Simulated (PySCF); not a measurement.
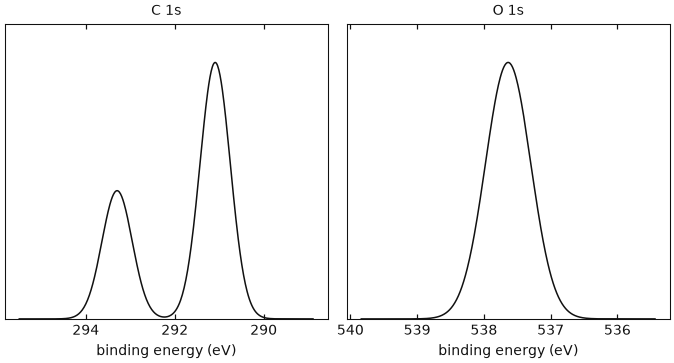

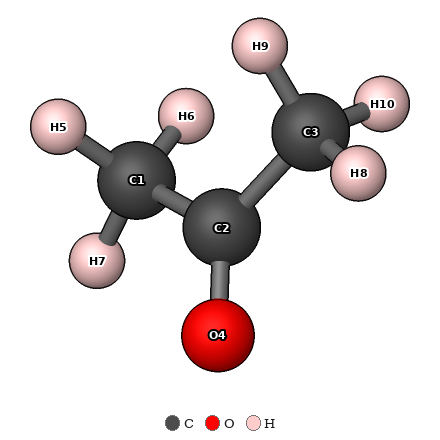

Simulated XPS of C₃H₆O (acetone), SMILES CC(C)=O. Vertical core-electron binding energies by ΔSCF (TPSS, pcX-2 on the ionised atom, pcseg-1 elsewhere, spin-free X2C; PySCF 2.14.0, at a PBE0-D3(BJ)/def2-SVP geometry (no frequency check)), gas phase, against the vacuum level. One atom of each kind was ionised; within a panel, areas follow the number of like atoms, each panel is scaled alone, Gaussians of 0.8 eV full width. Only the regions named are shown.

Q: Assign the components.

A:
| level | atoms | binding energy (eV) |
| --- | --- | --- |
| C 1s | C2 | 293.3 |
| C 1s | C1, C3 | 291.1 |
| O 1s | O4 | 537.6 |

Q: How large is the chemical shift across the C 1s region?

A: 2.2 eV, from C1, C3 at 291.1 eV to C2 at 293.3 eV.
